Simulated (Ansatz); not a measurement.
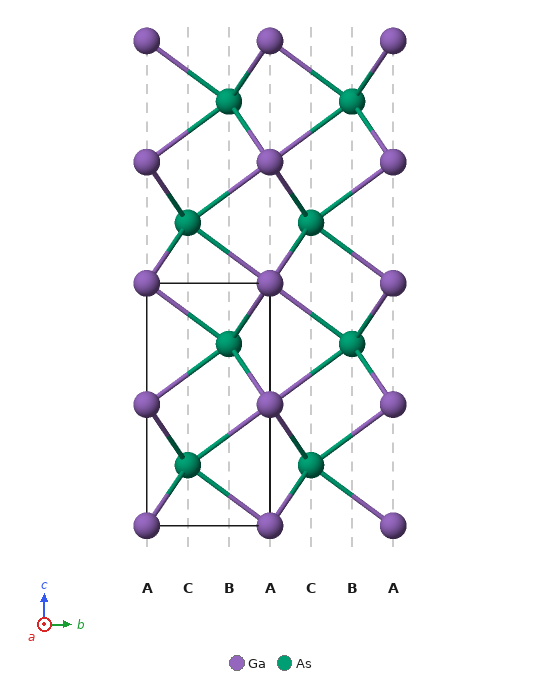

The picture looks along a close-packed row of the hexagonal mesh; c points upwards. The dashed lines mark the three columns A (0, 0), B (1/3, 2/3) and C (2/3, 1/3). The sequence starts with the first layer at or above the cell's origin.

System GaAs (space group P6_3/mmc, No. 194); source of the atomic positions: the end point of a relaxation with DFT PBE, scalar-relativistic, plane waves, PAW (Ansatz 0.2.0); the starting structure was generated, so it need not be a known form of this composition.

Read off the stacking sequence over one period.

Answer. Ga(A) – As(C) – Ga(A) – As(B) (four layers in 6.43 Å).

How are the As layers alone stacked?

Answer. As layers alone: CB, the hexagonal close-packed type.

Which positions between or in the As layers do the other atoms fill?

Answer. Ga: two octahedral sites (per hexagonal cell).

Heights of the layers:

```csv
layer,atoms (column),height (Å),to next (Å)
1,Ga(A),0.00,1.61
2,As(C),1.61,1.61
3,Ga(A),3.21,1.61
4,As(B),4.82,1.61
```
